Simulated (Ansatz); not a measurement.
## Electronic structure of Al8As8H (cell charge −1, with a compensating background) (cell with a defect) in real space

```
CELL_PARAMETERS angstrom
0.00000 5.72791 -5.72791
5.72791 5.72791 0.00000
5.72791 0.00000 -5.72791
ATOMIC_POSITIONS crystal
Al 0.00415 0.99862 0.49862
Al 0.99472 0.49472 0.51583
Al 0.49862 0.99862 0.49862
Al 0.49862 0.50415 0.49862
Al 0.99472 0.01583 0.99472
Al 0.99472 0.49472 0.99472
Al 0.49862 0.99862 0.00415
Al 0.51583 0.49472 0.99472
As 0.12798 0.12202 0.12798
As 0.12500 0.62500 0.12500
As 0.62202 0.12202 0.12798
As 0.62202 0.62798 0.12798
As 0.12798 0.12202 0.62202
As 0.12798 0.62798 0.62202
As 0.62500 0.12500 0.62500
As 0.62202 0.62798 0.62202
H 0.87500 0.37500 0.87500
```

All numbers below come from DFT PBE, scalar-relativistic, plane waves, PAW (Ansatz).

Core electrons are frozen (PAW), and the valence fields are smoothed inside the atomic spheres.

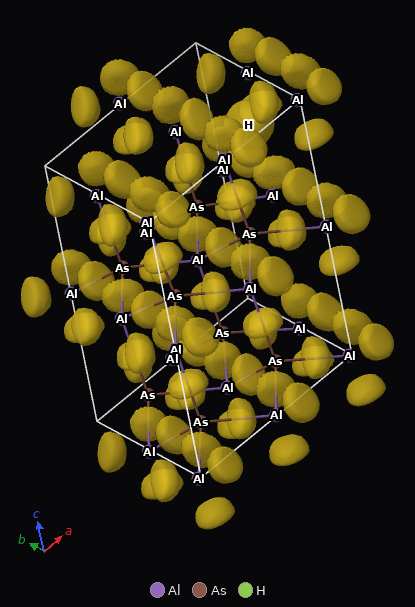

Figure 1. Isosurface of the ELF at 0.8 (yellow), seen slightly off an axis. Only the valence region is drawn (cores and ρ < 0.01 e/Å³ removed). Sticks mark near contacts.

Question: Describe the localisation domains.

Answer: At this value the surface marks out 32 regions between bonded Al–As atoms (shared pairs) and one region around a hydrogen nucleus, counted in one cell of 17 atoms. Any copies at cell faces, edges or corners count once.


Al–H (2.38 Å): the ELF climbs to about 1 towards the hydrogen. Al–As (2.45 Å): the ELF peaks at about 0.90 between the atoms (localised, covalent bonding).

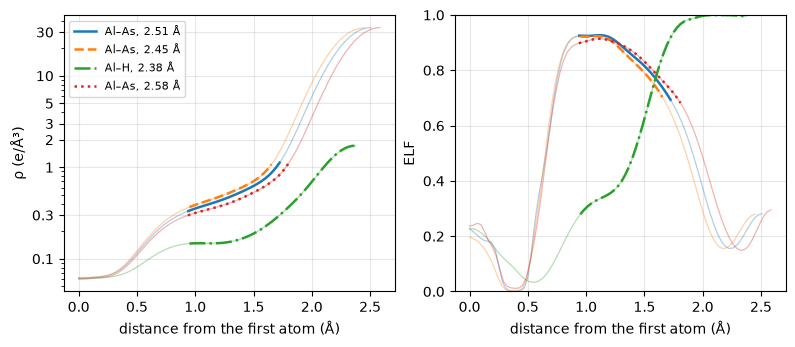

Figure 2. Valence pseudo-density and electron localisation function along straight lines between neighbouring atoms. Thin, pale parts lie inside the atomic spheres.

Question: What can be read from the curves?

Answer: Al–As (2.51 Å): ρ is about 0.45 e/Å³ halfway; the ELF peaks at about 0.95 between the atoms: a shared electron pair.
Al–As (2.45 Å): ρ at the midpoint is about 0.49 e/Å³; the ELF peaks at about 0.90 between the atoms (a covalent bond).
Al–H (2.38 Å): ρ at the midpoint is about 0.15 e/Å³; the ELF climbs to about 1 towards the hydrogen.
Al–As (2.58 Å): the density is about 0.41 e/Å³ at the midpoint; the ELF peaks at about 0.90 between the atoms, as expected for a covalent bond.

Question: Metal or insulator at this level of theory?

Answer: It is gapped, with a Kohn–Sham gap of 1.00 eV on the k-point mesh, an upper bound to the gap of this method.
